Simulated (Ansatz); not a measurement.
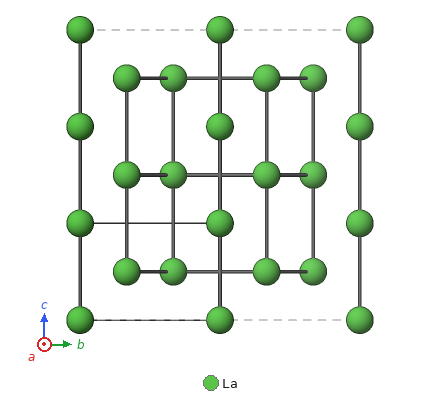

The structure, seen along [100]; the drawing may span several cells.

Given this structure, the end point of a relaxation with DFT, LDA (PW92), plane waves (420 eV) with PAW, scalar-relativistic (Ansatz 0.2.0); the starting structure was generated, so it need not be a known form of this composition, written in its standard cell:

```
CELL_PARAMETERS angstrom
5.72821 0.00000 0.00000
-2.86410 4.96077 0.00000
0.00000 0.00000 3.43177
ATOMIC_POSITIONS crystal
La 0.00000 0.00000 0.00000
La 0.33333 0.66667 0.50000
La 0.66667 0.33333 0.50000
```

### Predict the [100] zone-axis pattern (100 kV, kinematic, B = 0.3 Å²).

The spots form a rectangular net whose two shortest vectors correspond to d = 4.96 Å and 3.43 Å, 90.0° apart. They are 0 1 0 (itself too weak to see) and 0 0 1. The pattern has symmetry 2mm. Reflections such as 0 1 0, 0 2 0, 0 1 -2 are allowed but too weak to see at this display level.

Strongest reflections with d > 1.32 Å, one of each family (|F|² from tabulated Gaussian fits of the electron scattering factors, times a small damping for the curvature of the Ewald sphere):

| hkl | d (Å) | I (strongest = 100) |
| --- | --- | --- |
| 0 1 1 | 2.822 | 100 |
| 0 0 2 | 1.716 | 84 |
| 0 3 0 | 1.654 | 77 |
| 0 2 1 | 2.010 | 52 |
| 0 0 1 | 3.432 | 35 |
| 0 3 1 | 1.490 | 7 |

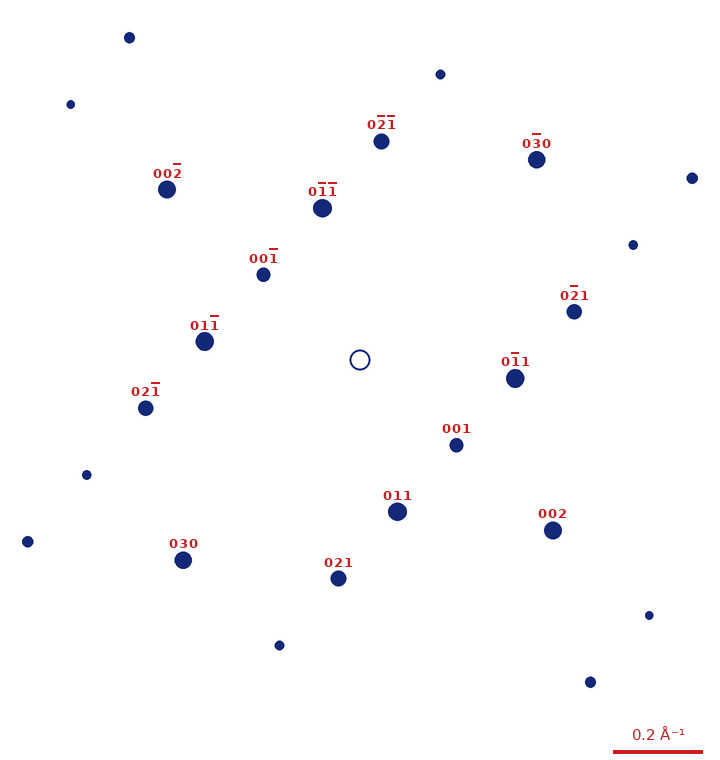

Calculated pattern, seen from the source side with [100] pointing towards the source.
